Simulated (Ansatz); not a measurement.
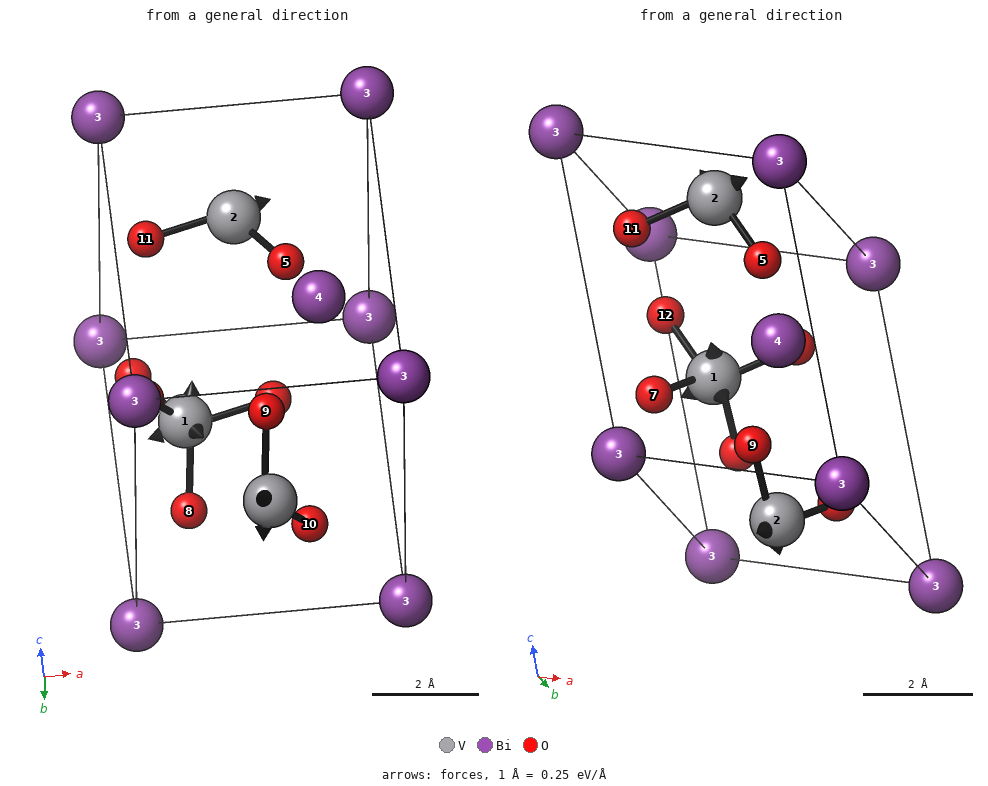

The image is a spheres-only drawing of a crystal, viewed from two general directions. One simulation cell is framed, with atoms on its boundary repeated. The arrows are the computed forces on the atoms.

System: VBiO$_{4}$. Level of theory and settings: Ansatz 0.2.0, DFT, PBE0, plane waves, PAW, plane-wave cutoff 420 eV, k-points on a 4×4×4 grid, no spin polarisation.

### Judging by the arrows, is the geometry relaxed?

No. The atoms still feel forces of up to about 0.54 eV/Å, far above a usual threshold of 0.01 to 0.03 eV/Å.

The structure was taken from a structure listed in the Materials Project. Earlier steps of the study may have refined or changed the cell and positions. It went into a calculation with Ansatz.
